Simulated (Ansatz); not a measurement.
Consider Ti$_{8}$C$_{5}$.

```
Ti C
1.0
     6.07459    0.00000    0.00000
    -3.03729    5.26075    0.00000
     0.00000    0.00000   14.74747
Ti C
24 15
Direct
  0.16228 0.83772 0.08757
  0.82894 0.17106 0.42090
  0.49561 0.50439 0.75424
  0.16228 0.32455 0.08757
  0.82894 0.65788 0.42090
  0.49561 0.99122 0.75424
  0.67545 0.83772 0.08757
  0.34212 0.17106 0.42090
  0.00878 0.50439 0.75424
  0.99122 0.49561 0.24576
  0.65788 0.82894 0.57910
  0.32455 0.16228 0.91243
  0.50439 0.49561 0.24576
  0.17106 0.82894 0.57910
  0.83772 0.16228 0.91243
  0.50439 0.00878 0.24576
  0.17106 0.34212 0.57910
  0.83772 0.67545 0.91243
  0.00000 0.00000 0.24490
  0.66667 0.33333 0.57823
  0.33333 0.66667 0.91157
  0.66667 0.33333 0.08843
  0.33333 0.66667 0.42177
  0.00000 0.00000 0.75510
  0.83333 0.66667 0.16667
  0.50000 0.00000 0.50000
  0.16667 0.33333 0.83333
  0.33333 0.16667 0.16667
  0.00000 0.50000 0.50000
  0.66667 0.83333 0.83333
  0.83333 0.16667 0.16667
  0.50000 0.50000 0.50000
  0.16667 0.83333 0.83333
  0.33333 0.66667 0.16667
  0.00000 0.00000 0.50000
  0.66667 0.33333 0.83333
  0.00000 0.00000 0.00000
  0.66667 0.33333 0.33333
  0.33333 0.66667 0.66667
```

Space group R-3m; a structure from a database of computed crystals, not necessarily the ambient phase; computed without spin polarisation.

Level of theory: Ansatz, DFT PBEsol, scalar-relativistic, plane waves, PAW.

Question: What will maps of the valence pseudo-density and electron localisation function show?

Answer: Ti–C (2.10 Å): the density is about 0.57 e/Å³ at the midpoint; the ELF peaks at about 0.75 in the valence shell of C, 0.7 Å from its nucleus, and is about 0.25 at the midpoint.
Ti–Ti (2.88 Å): ρ is about 0.25 e/Å³ halfway; the ELF is about 0.20 at the midpoint; no shared electron pair shows on this line.
Ti–C (2.14 Å): ρ at the midpoint is about 0.53 e/Å³; the ELF peaks at about 0.80 in the valence shell of C, 0.7 Å from its nucleus, and is about 0.25 at the midpoint.
The ELF has a maximum of about 0.80 in the space between the atoms, 2.1 Å from six Ti atoms, on no atom or two-centre bond.

Question: Does the calculation give a band gap?

Answer: It is metallic or semimetallic at this level of theory: no gap opens.

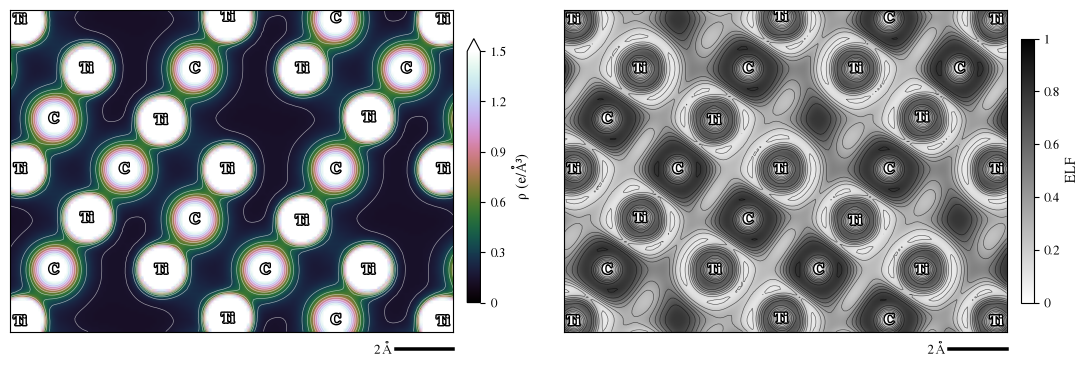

Computed valence pseudo-density and electron localisation function on the (110) plane of the conventional cell, in this order. 

The density is the valence pseudo-density of a PAW calculation; it isn't the true density close to the nuclei.
